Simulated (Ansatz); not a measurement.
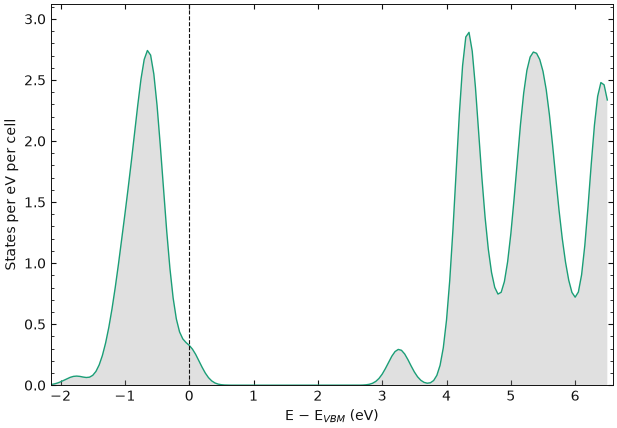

Describe the figure.

Density of states of CsH, space group Fm-3m, 2 atoms in the cell, rocksalt type. Level of theory: DFT, HSE06, plane waves, PAW, no spin polarisation, 4×4×4 k mesh; code Ansatz. Energies are counted from the top of the valence band. The curve is built from the levels of the k mesh with Gaussians 0.4 eV wide, which also blur the band edges.

There is a gap; over the k points computed it is 3.26 eV (direct among those points). Within the window shown, the tallest peak of the filled states lies 0.6 eV under the valence-band top, at about 2.7 states per eV and cell.

The k mesh is coarse, so the curve is spiky and fine features aren't converged.
